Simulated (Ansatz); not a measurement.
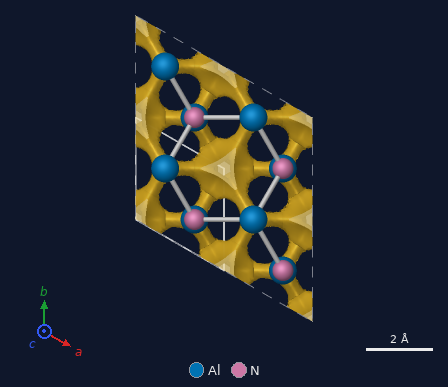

The yellow surface encloses the points that the centre of a probe sphere of radius 0.30 Å can occupy in AlN (P6_3mc, No. 186), computed on a grid of about 0.13 Å (2×2×2 cells shown, view along the c axis; pale faces close the region where the box cuts it).

Hard-sphere model; Shannon crystal radii (six-coordinate where tabulated): Al 0.68 Å, N 1.32 Å.

Source of the atomic positions: the geometry relaxed with Ansatz, DFT PBE, scalar-relativistic, plane waves, PAW.

Space group P6_3mc (No. 186). a = 3.130 Å, b = 3.130 Å, c = 5.018 Å, α = 90.00°, β = 90.00°, γ = 120.00°
```json
{"atom": "Al", "site": "2b", "symmetry": "3m.", "x": "0.6667", "y": "0.3333", "z": "0.4992"}
{"atom": "N", "site": "2b", "symmetry": "3m.", "x": "0.6667", "y": "0.3333", "z": "0.8808"}
```

Q: Is the space open to the probe made of pockets or channels?

A: Where they connect, they form a three-dimensional network.

Q: What share of the cell can the probe's centre reach?

A: About 14 % of the volume (6 Å³ of 42.6 Å³).

Q: Give the largest included and the largest free sphere.

A: The largest sphere that fits anywhere has a diameter of 1.76 Å; the largest that can travel through the crystal, about 1.0 Å.

Q: How does the connectivity change as the probe shrinks?

A: Below a radius of about 0.49 Å the space forms one-dimensional channels along [001]. Below a radius of about 0.47 Å the space forms a three-dimensional network. These are grid estimates, good to about 0.05 Å.
